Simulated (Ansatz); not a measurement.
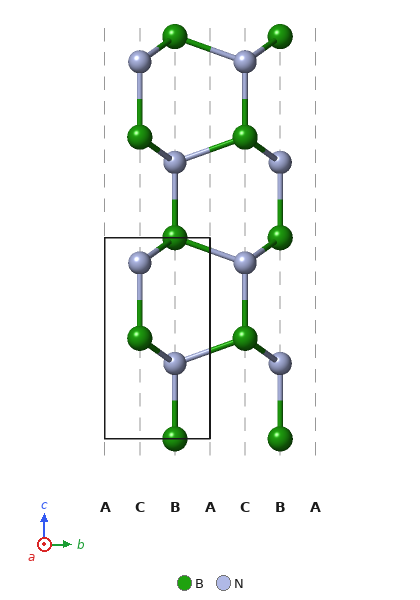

The picture looks along a close-packed row of the hexagonal mesh; c points upwards. The dashed lines mark the three columns A (0, 0), B (1/3, 2/3) and C (2/3, 1/3). The sequence starts with the first layer at or above the cell's origin.

The compound is BN, taken as coordinates from a relaxation with Ansatz 0.2.0, DFT, PBEsol, plane waves, PAW; the starting structure was generated, so it need not be a known form of this composition.

Q: Read off the stacking sequence over one period.

A: B(B) – N(B) – B(C) – N(C) (four layers in 4.20 Å).

Q: How are the N layers alone stacked?

A: N layers alone: BC, the hexagonal close-packed type.

Q: Which positions between or in the N layers do the other atoms fill?

A: B: two tetrahedral sites, counted in one hexagonal cell.

Q: What short polytype symbol fits?

A: Polytype symbol 2H, the symbol of a tetrahedral polytype (number of double layers in the repeat and lattice).

Heights of the layers:

| layer | atoms (column) | height (Å) | to next (Å) |
| --- | --- | --- | --- |
| 1 | B(B) | 0.00 | 1.57 |
| 2 | N(B) | 1.58 | 0.53 |
| 3 | B(C) | 2.10 | 1.57 |
| 4 | N(C) | 3.68 | 0.53 |
